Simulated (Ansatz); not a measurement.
**Band-structure calculation of SrCl2**

- system: SrCl2 (R3m, 3 atoms in the cell)
- method: DFT, PBE with spin-orbit coupling, plane waves, PAW (Ansatz 0.2.0)

The structure was built on a prototype by a generator. The geometry comes from this level: r2scan-rvv10.

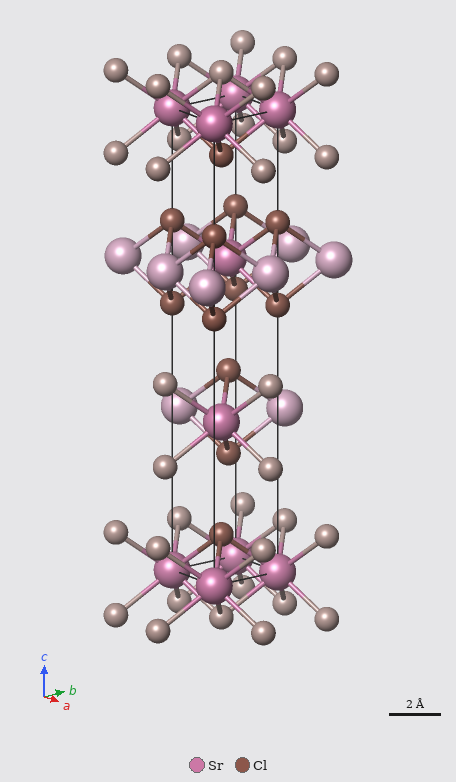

**Figure 1.** The structure as given in the input (ball-and-stick view of the cell 3 times as large as that of the calculation, set on its symmetry axes, seen slightly off an axis; neighbours outside the cell are drawn fainter). An atom can appear more than once, as a periodic image. Near neighbours in the periodic cell (some may lie outside the picture): Sr has 6 Cl at 2.92 Å; Cl has 3 Sr at 2.92 Å.

## Input file
```yaml
crystal:
  lattice:
    - [2.0857427849, 1.2042041583, 6.1350435873]
    - [-2.0857427849, 1.2042041583, 6.1350435873]
    - [0.0, -2.4084083167, 6.1350435873]
  atoms:
    - { symbol: Sr, position: [0.000201397, 0.000201397, 0.000201397] }
    - { symbol: Cl, position: [0.4227726941, 0.4227726941, 0.4227726941] }
    - { symbol: Cl, position: [0.2436925755, 0.2436925755, 0.2436925755] }
kpoints:
  mp_grid: { grid: [8, 8, 8] }
  band_path:
    path:
      - [0.0, 0.0, 0.0]
      - [-0.5, -0.5, -0.5]
      - [-0.5, -0.1923513184, -0.8076486816]
      - [-0.1923513184, 0.1923513184, -0.5]
      - [0.0, 0.0, -0.5]
      - [0.0, 0.3461756592, -0.3461756592]
      - [-0.3461756592, 0.0, -0.6538243408]
      - [-0.5, 0.0, -0.5]
    npoints: 1
hamiltonian:
  xc: pbe
scf:
  occupations: { method: fixed }
  n_extra_bands: 8
magnetization:
  noncollinear: true
  spin_orbit: true
output:
  forces: true
  stress: true
  eigenvalues: true
  write_density: true
  write_potential: true
  elf: true
  volumetric_format: npy
```

Machine: 2 threads of Arm Neoverse V1, 24 GiB of memory available, shared host.

Run as:
```bash
ansatz run input.yaml --threads 2 --pin off --max-ram 2211MiB --backend cpu --events-out ev --progress --plain --runs-dir out
```

## Log
```
basis.fft_grid_basis auto: the FFT boxes are laid along the combinations [[1, -1, 0], [0, 1, 0], [0, -1, 1]] of the cell's own vectors, 4.171, 6.591 and 4.171 Å long. The dense box has 30×45×30 points. Along the cell's own vectors, as sized, it would have 45×45×45, 2.25 times as many. Of the 6 symmetry operations that the crystal satisfies within crystal.symmetry.tolerance (time reversal apart; of a slab, those that keep its plane) the dense box along the cell's own vectors carries 6, and the one as laid loses 4 of those. basis.fft_grid_basis: typed keeps the cell's own vectors: state it where this run's energies or levels are differenced outside the engine with another run's, or held beside a run that keeps those vectors. Those combinations have planes normal to reciprocal vector 3, as the cell's own vectors have. Each planar average written beside output.write_density, output.write_potential has a row for each plane of the box: 30. The volumetric files lie along those combinations, not along the cell's own vectors: a cube or XSF file states them, and fields.json those of NumPy files.
scf.n_extra_bands = 8 over 24 filled bands (N_el = 24.0): the run solves 32 bands
Engine: ansatz 0.2.0, aarch64-unknown-linux-gnu
Pseudopotentials: kind: paw_fr
Pseudopotential: Sr, paw_fr, valence charge 10, recommended cutoff 420 eV (normal), Sr.paw.azcp#standard-fr
Pseudopotential: Cl, paw_fr, valence charge 7, recommended cutoff 420 eV (normal), Cl.paw.azcp#standard-fr
Functional definition: PBE
  parameter kappa = 0.804
  parameter beta = 0.06672455060314922
  exchange = pbe_x(kappa = kappa, mu = beta*pi^2/3)
  correlation = pbe_c(beta = beta)
non-collinear run that drives no moment, with spin-orbit: no starting moment large enough to seed its density (crystal.atoms[].spin), no starting occupations that ask for one, no magnetisation constraint and no magnetic field, so the semilocal B_xc is pinned to zero
Crystal: 3 atoms, lattice volume = 92.455 Å³
Basis set: ecut = 420 eV, 1779 PW (Γ), FFT grids on a1−a2, a2, −a2+a3, exchange–correlation on 60×90×60 points (8 copies of the dense FFT grid, shifted against one another)
Bands: 32, of which v1, the nominal top of the filled ones, is band 24 counted from 1 (23 counted from 0)
Symmetry: 6 space group operations + 6 with time reversal
Magnetic group: BNS 160.66 (UNI 1296), of the structure as read, at distance tolerance 4.5e-5 Å
k-points: 65 of 512 (time reversal used)
Projection manifold: j_resolved (fully-relativistic pseudo-atomic orbitals)
Non-local potential: Sr, projectors of the file, l = 0: 3, l = 1: 4, l = 2: 4
Non-local potential: Cl, projectors of the file, l = 0: 2, l = 1: 4, l = 2: 4
PAW form: soft (Blöchl's): semilocal exchange-correlation on the pseudo side does not see the compensation charge
PAW one-centre angular grid: Sr, 110 points (default); XC on 64 Gauss nodes
PAW one-centre angular grid: Cl, 110 points (default); XC on 64 Gauss nodes
Initial density: superposition of atomic densities (chi_scale 0.1, normalization cell, long waves kept (reshape's long-wave potential 0.08 eV rms))
Initial wavefunctions: pseudopotential atomic-orbital guess
Functional: x = pbe(κ = 0.804, μ = 0.2195149727645171), c = pbe(β = 0.06672455060314922)
SCF iter   1: F=—  HF=-5712.917429 eV  |F-HF|=—  |Δ(HF+E_count)|=         —  Δρ=5.15e-2  dr2=7.34e0  dr2_m=0.00e0 (ungated)  ethr=3.10e-3  |M|=0.00e0 ∫|m|=0.00e0 μB  |m|>n=0.0e0 m-floor=0.0e0 τ_xc=0.0e0  β_m=0.30  ⟨swp⟩=10.8  Hψ=11791  notcnv=0  defer=317
preconditioner: auto → none  [insulator: Δε(μ)=2.411 eV  Ē_g=9.390 eV  n_scr=16 (ndim 8)  ℏωp=15.4 eV  f_vac=0.018  ε∞_Penn≈3.7]
SCF iter   2: F=—  HF=-5710.824594 eV  |F-HF|=—  |Δ(HF+E_count)|=    2.09e0  Δρ=1.63e-2  dr2=4.03e-1  dr2_m=0.00e0 (ungated)  ethr=3.10e-3  |M|=0.00e0 ∫|m|=0.00e0 μB  |m|>n=0.0e0 m-floor=0.0e0 τ_xc=0.0e0  β_m=0.32  ⟨swp⟩=7.7  Hψ=6914  notcnv=0  defer=256
SCF iter   3: F=—  HF=-5710.732297 eV  |F-HF|=—  |Δ(HF+E_count)|=   9.23e-2  Δρ=9.10e-3  dr2=1.08e-1  dr2_m=0.00e0 (ungated)  ethr=1.68e-3  |M|=0.00e0 ∫|m|=0.00e0 μB  |m|>n=0.0e0 m-floor=0.0e0 τ_xc=0.0e0  β_m=0.50  ⟨swp⟩=4.4  Hψ=4121  notcnv=0  defer=246
SCF iter   4: F=—  HF=-5710.734041 eV  |F-HF|=—  |Δ(HF+E_count)|=   1.74e-3  Δρ=2.52e-3  dr2=4.81e-3  dr2_m=0.00e0 (ungated)  ethr=4.50e-4  |M|=0.00e0 ∫|m|=0.00e0 μB  |m|>n=0.0e0 m-floor=0.0e0 τ_xc=0.0e0  β_m=0.66  ⟨swp⟩=4.4  Hψ=4272  notcnv=0  defer=263
SCF iter   5: F=—  HF=-5710.737889 eV  |F-HF|=—  |Δ(HF+E_count)|=   3.85e-3  Δρ=5.50e-4  dr2=4.41e-4  dr2_m=0.00e0 (ungated)  ethr=2.00e-5  |M|=0.00e0 ∫|m|=0.00e0 μB  |m|>n=0.0e0 m-floor=0.0e0 τ_xc=0.0e0  β_m=0.57  ⟨swp⟩=5.7  Hψ=4452  notcnv=0  defer=262
SCF iter   6: F=—  HF=-5710.737781 eV  |F-HF|=—  |Δ(HF+E_count)|=   1.08e-4  Δρ=1.27e-4  dr2=9.01e-6  dr2_m=0.00e0 (ungated)  ethr=1.84e-6  |M|=0.00e0 ∫|m|=0.00e0 μB  |m|>n=0.0e0 m-floor=0.0e0 τ_xc=0.0e0  β_m=0.71  ⟨swp⟩=2.4  Hψ=2963  notcnv=0  defer=261
SCF iter   7: F=—  HF=-5710.737824 eV  |F-HF|=—  |Δ(HF+E_count)|=   4.29e-5  Δρ=2.17e-5  dr2=3.66e-7  dr2_m=0.00e0 (ungated)  ethr=3.75e-8  |M|=0.00e0 ∫|m|=0.00e0 μB  |m|>n=0.0e0 m-floor=0.0e0 τ_xc=0.0e0  β_m=0.85  ⟨swp⟩=2.1  Hψ=3479  notcnv=0  defer=260
SCF iter   8: F=-5710.737825 eV  HF=-5710.737825 eV  |F-HF|=2.31e-8  |Δ(HF+E_count)|=   8.04e-7  Δρ=4.86e-6  dr2=3.59e-8  dr2_m=0.00e0 (ungated)  ethr=4.17e-10  |M|=0.00e0 ∫|m|=0.00e0 μB  |m|>n=0.0e0 m-floor=0.0e0 τ_xc=0.0e0  ⟨swp⟩=22.3  Hψ=23412  notcnv=0
SCF 1 converged in 8 iterations: F = -5710.737825 eV  dr2 = 3.59e-8
  greatest PAW one-centre occupation: 0.987 electrons in one spin orbital (limit 2), on the Sr atom at site 0 (counted from 0), in its partial waves of l = 0
NSCF: frozen V_eff on 8 k-points
SCF converged after 8 iterations
Magnetization: |M| = 0.0000 μB,  M = (+0.0000, +0.0000, +0.0000) μB
Absolute magnetization: 0.0000 μB (∫|m|)
  site 0: m = (+0.0000, +0.0000, +0.0000) μB, |m| = 0.0000 μB  (R = 1.20 Å)
  site 1: m = (+0.0000, +0.0000, +0.0000) μB, |m| = 0.0000 μB  (R = 1.20 Å)
  site 2: m = (+0.0000, +0.0000, +0.0000) μB, |m| = 0.0000 μB  (R = 1.21 Å)
Free energy (F): -5710.737825 eV
Harris-Foulkes:  -5710.737825 eV  (|F-HF|=2.31e-8)
Internal energy: -5710.737825 eV  (E = F + TS)
E sigma→0 (E₀):  -5710.737825 eV
Fermi energy:    2.489283 eV
--- Per-component energies (eV) ---
  E_band       = -167.410731
  E_kinetic    = 568.592029
  E_local      = -1303.953293  (includes V_loc(G=0)·N_el)
  E_nonlocal   = 258.993654
  E_hartree    = 375.580194
  E_xc         = -388.817961
  E_vxc        = -407.677349  (∫ρ·V_xc dr)
  E_paw        = -4013.935396  (= ΣΔE_a)
  E_vpaw       = -34.525980  (= ΣTr[D̂ρ^β])
  E_aug_tail   = 0.000179  (compensation charges beyond the density's cutoff)
  E_ewald      = -1207.197232
  E_smearing   = -0.000000  (= −TS)
  E_closure    = -0.000000  (closes the sum)
  Σ components = -5710.737825   (vs F -5710.737825, Δ=0.00e0)
--- Forces (eV/Å), atoms counted from 1 ---
  atom   1  Sr     0.00000000     0.00000000    -0.00325620
  atom   2  Cl     0.00000000     0.00000000    -0.02287008
  atom   3  Cl     0.00000000    -0.00000000     0.02593618
  max |Σ_I F_I| component: 1.90e-4 eV/Å
--- Stress (GPa, compression-positive) ---
        1.231503       0.000000       0.000000
        0.000000       1.231503       0.000000
        0.000000       0.000000       1.183498
  P = ⅓ Tr σ = 1.2155 GPa (12.155 kbar)
--- Band table (eV; the first three rows and the last of 65) ---
  k-point 0: bands = ["-30.7536", "-30.7536", "-13.5885", "-13.5885", "-12.5707", "-12.5707", "-12.3701", "-12.3701", "-10.8409", "-10.8409", "-9.9968", "-9.9968", "-0.2003", "-0.2003", "1.2425", "1.2425", "1.3264", "1.3264", "1.3643", "1.3643", "1.4424", "1.4424", "2.4893", "2.4893", "6.8268", "6.8268", "8.7255", "8.7255", "8.9547", "8.9547", "8.9811", "8.9811"]
  k-point 1: bands = ["-30.7512", "-30.7512", "-13.5994", "-13.5978", "-12.5764", "-12.5730", "-12.4200", "-12.4193", "-10.7471", "-10.7468", "-10.0416", "-10.0405", "-0.1086", "-0.1080", "1.0641", "1.0656", "1.2880", "1.2892", "1.3343", "1.3374", "1.3850", "1.3853", "2.4280", "2.4282", "7.1855", "7.1857", "8.3355", "8.3389", "9.1194", "9.1221", "9.2476", "9.2531"]
  k-point 2: bands = ["-30.7455", "-30.7455", "-13.6327", "-13.6307", "-12.6219", "-12.6176", "-12.4641", "-12.4629", "-10.5484", "-10.5457", "-10.1532", "-10.1489", "0.0854", "0.0879", "0.6726", "0.6745", "1.1628", "1.1632", "1.2342", "1.2394", "1.3863", "1.3867", "2.2991", "2.2997", "7.2890", "7.2912", "8.7644", "8.7659", "9.2211", "9.2225", "9.5633", "9.5653"]
  k-point 64: bands = ["-30.7536", "-30.7536", "-13.5941", "-13.5941", "-12.5878", "-12.5878", "-12.3701", "-12.3701", "-10.6605", "-10.6605", "-10.1766", "-10.1766", "0.5219", "0.5219", "1.1047", "1.1047", "1.1939", "1.1939", "1.4574", "1.4574", "1.5165", "1.5165", "1.5952", "1.5952", "7.6142", "7.6142", "8.3659", "8.3659", "8.8243", "8.8243", "8.8520", "8.8520"]
```

## File rho_z.tsv
```
# z_ang	rho[e/angstrom^3]	m_x[e/angstrom^3]	m_y[e/angstrom^3]	m_z[e/angstrom^3]	m_norm[e/angstrom^3]
# format = ansatz-planar-average/11
# lattice	2.085742785	1.204204158	6.135043587
# lattice	-2.085742785	1.204204158	6.135043587
# lattice	0.000000000	-2.408408317	6.135043587
# sites	3
# site	38	0.000000000	-0.000000000	0.003706738
# site	17	0.000000000	-0.000000000	7.781186717
# site	17	0.000000000	-0.000000000	4.485193718
0.000000	3.135044e-1	0.000000e0	0.000000e0	0.000000e0	0.000000e0
0.219695	3.393979e-1	0.000000e0	0.000000e0	0.000000e0	0.000000e0
0.439389	3.657764e-1	0.000000e0	0.000000e0	0.000000e0	0.000000e0
0.659084	3.842989e-1	0.000000e0	0.000000e0	0.000000e0	0.000000e0
0.878779	3.880151e-1	0.000000e0	0.000000e0	0.000000e0	0.000000e0
1.098474	3.783707e-1	0.000000e0	0.000000e0	0.000000e0	0.000000e0
1.318168	3.650750e-1	0.000000e0	0.000000e0	0.000000e0	0.000000e0
1.537863	3.590085e-1	0.000000e0	0.000000e0	0.000000e0	0.000000e0
1.757558	3.635731e-1	0.000000e0	0.000000e0	0.000000e0	0.000000e0
1.977252	3.715689e-1	0.000000e0	0.000000e0	0.000000e0	0.000000e0
2.196947	3.713039e-1	0.000000e0	0.000000e0	0.000000e0	0.000000e0
2.416642	3.560965e-1	0.000000e0	0.000000e0	0.000000e0	0.000000e0
2.636337	3.287456e-1	0.000000e0	0.000000e0	0.000000e0	0.000000e0
2.856031	2.980283e-1	0.000000e0	0.000000e0	0.000000e0	0.000000e0
3.075726	2.703092e-1	0.000000e0	0.000000e0	0.000000e0	0.000000e0
3.295421	2.447094e-1	0.000000e0	0.000000e0	0.000000e0	0.000000e0
3.515115	2.164453e-1	0.000000e0	0.000000e0	0.000000e0	0.000000e0
3.734810	1.831270e-1	0.000000e0	0.000000e0	0.000000e0	0.000000e0
3.954505	1.476589e-1	0.000000e0	0.000000e0	0.000000e0	0.000000e0
4.174200	1.160108e-1	0.000000e0	0.000000e0	0.000000e0	0.000000e0
4.393894	9.294374e-2	0.000000e0	0.000000e0	0.000000e0	0.000000e0
4.613589	8.075533e-2	0.000000e0	0.000000e0	0.000000e0	0.000000e0
4.833284	8.086009e-2	0.000000e0	0.000000e0	0.000000e0	0.000000e0
5.052978	9.446505e-2	0.000000e0	0.000000e0	0.000000e0	0.000000e0
5.272673	1.215105e-1	0.000000e0	0.000000e0	0.000000e0	0.000000e0
5.492368	1.590027e-1	0.000000e0	0.000000e0	0.000000e0	0.000000e0
5.712063	2.004379e-1	0.000000e0	0.000000e0	0.000000e0	0.000000e0
5.931757	2.381081e-1	0.000000e0	0.000000e0	0.000000e0	0.000000e0
6.151452	2.676327e-1	0.000000e0	0.000000e0	0.000000e0	0.000000e0
6.371147	2.908436e-1	0.000000e0	0.000000e0	0.000000e0	0.000000e0
```

## File v_z.tsv
```
# z_ang	v_es[eV]	v_tot[eV]	b_x[eV]	b_y[eV]	b_z[eV]
# format = ansatz-planar-average/11
# xc	pbe
# density_cutoff_ev	1680
# datasets	Sr=:simpson_from_first_knot:soft	Cl=:simpson_from_first_knot:soft
# lattice	2.085742785	1.204204158	6.135043587
# lattice	-2.085742785	1.204204158	6.135043587
# lattice	0.000000000	-2.408408317	6.135043587
# sites	3
# site	38	0.000000000	-0.000000000	0.003706738
# site	17	0.000000000	-0.000000000	7.781186717
# site	17	0.000000000	-0.000000000	4.485193718
0.000000	-2.367757e0	-1.077118e1	0.000000e0	0.000000e0	0.000000e0
0.219695	-2.500112e0	-1.129340e1	0.000000e0	0.000000e0	0.000000e0
0.439389	-2.260888e0	-1.137716e1	0.000000e0	0.000000e0	0.000000e0
0.659084	-1.702522e0	-1.107630e1	0.000000e0	0.000000e0	0.000000e0
0.878779	-9.582662e-1	-1.054204e1	0.000000e0	0.000000e0	0.000000e0
1.098474	-2.322937e-1	-9.984194e0	0.000000e0	0.000000e0	0.000000e0
1.318168	2.443709e-1	-9.624099e0	0.000000e0	0.000000e0	0.000000e0
1.537863	3.828750e-1	-9.531921e0	0.000000e0	0.000000e0	0.000000e0
1.757558	3.366507e-1	-9.550610e0	0.000000e0	0.000000e0	0.000000e0
1.977252	3.361284e-1	-9.466339e0	0.000000e0	0.000000e0	0.000000e0
2.196947	5.299449e-1	-9.139594e0	0.000000e0	0.000000e0	0.000000e0
2.416642	9.521561e-1	-8.535531e0	0.000000e0	0.000000e0	0.000000e0
2.636337	1.586937e0	-7.657430e0	0.000000e0	0.000000e0	0.000000e0
2.856031	2.371874e0	-6.552959e0	0.000000e0	0.000000e0	0.000000e0
3.075726	3.189274e0	-5.344584e0	0.000000e0	0.000000e0	0.000000e0
3.295421	3.938728e0	-4.145103e0	0.000000e0	0.000000e0	0.000000e0
3.515115	4.633642e0	-2.971411e0	0.000000e0	0.000000e0	0.000000e0
3.734810	5.309772e0	-1.820782e0	0.000000e0	0.000000e0	0.000000e0
3.954505	5.919436e0	-7.349170e-1	0.000000e0	0.000000e0	0.000000e0
4.174200	6.363879e0	1.621773e-1	0.000000e0	0.000000e0	0.000000e0
4.393894	6.530870e0	6.783002e-1	0.000000e0	0.000000e0	0.000000e0
4.613589	6.417909e0	7.728337e-1	0.000000e0	0.000000e0	0.000000e0
4.833284	6.102979e0	5.239348e-1	0.000000e0	0.000000e0	0.000000e0
5.052978	5.565827e0	-8.789329e-2	0.000000e0	0.000000e0	0.000000e0
5.272673	4.724260e0	-1.125978e0	0.000000e0	0.000000e0	0.000000e0
5.492368	3.542234e0	-2.609257e0	0.000000e0	0.000000e0	0.000000e0
5.712063	2.097077e0	-4.447009e0	0.000000e0	0.000000e0	0.000000e0
5.931757	5.744778e-1	-6.425392e0	0.000000e0	0.000000e0	0.000000e0
6.151452	-7.952744e-1	-8.280819e0	0.000000e0	0.000000e0	0.000000e0
6.371147	-1.810511e0	-9.773372e0	0.000000e0	0.000000e0	0.000000e0
```

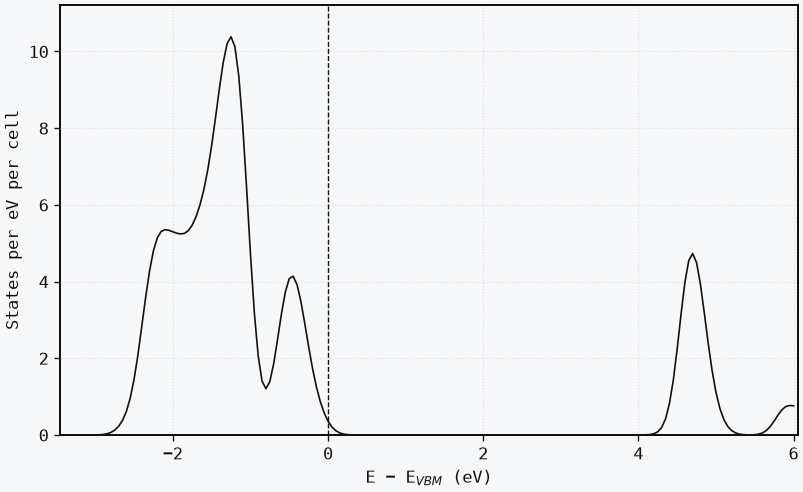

**Figure 2.** Density of states (the curve is built from the levels of the k mesh with Gaussians 0.3 eV wide, which also blur the band edges), with energies from the valence-band top. There is a gap of 4.34 eV on the k-point mesh. Small ripples come from the finite k-point mesh.

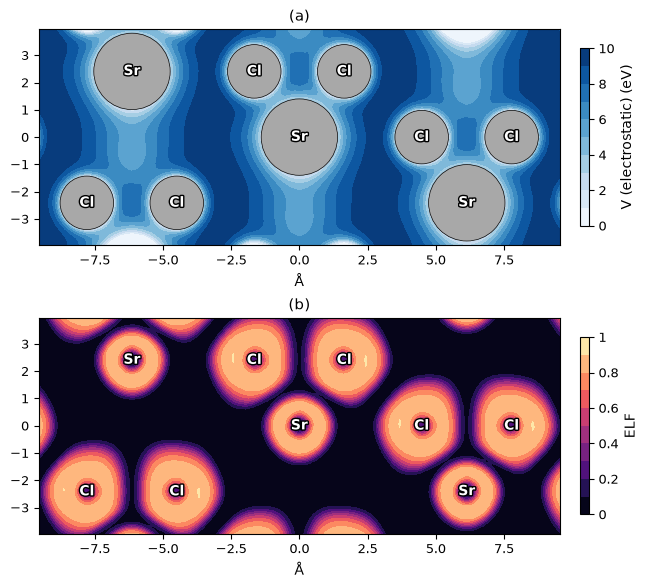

**Figure 3.** (a) electrostatic potential energy of an electron; (b) ELF on the (110) plane of the conventional cell. Grey discs, where drawn, cover atomic cores. Sr–Cl (2.92 Å): the ELF peaks at about 0.90 in the valence shell of Cl, 0.8 Å from its nucleus, and drops to about 0.10 between the two atoms, which marks two separate closed shells. The strong features right at Sr lie inside the PAW spheres (semicore, d or f shells) and say nothing about bonding. Outside the cores the potential energy rises away from the atoms and is highest about 1.8 Å from the nearest atoms; outside the discs it spans about 9 eV, and its zero is arbitrary. In a PAW calculation such maps are meaningful between the atoms, not at the nuclei.

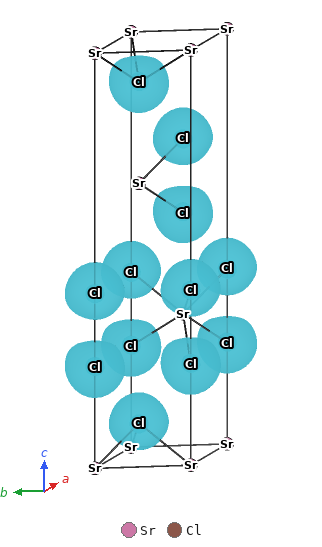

**Figure 4.** Isosurface of the ELF at 0.7 (cyan), seen at an oblique angle. Core shells and regions of very low density are left out. Sticks mark near contacts. The outline is the cell set on symmetry axes. Profiles from the grid: Sr–Cl (2.92 Å): the ELF peaks at about 0.90 in the valence shell of Cl, 0.8 Å from its nucleus, and drops to about 0.10 between the two atoms, as expected for ionic bonding with no shared pair.

## Results in brief

```csv
quantity,value
outcome,converged
space group (tolerance 0.01 Å),R3m (160)
electrons treated,24
free energy,−5710.7378 eV
Fermi energy,2.489 eV
gap on the k-point mesh,4.34 eV
net moment of the cell,0.00 μB
integrated absolute moment,0.00 μB
pressure,1.22 GPa
largest force (length of the vector),0.026 eV/Å
wall time,43 s (CPU time 86 s)
peak memory,0.66 GiB
```
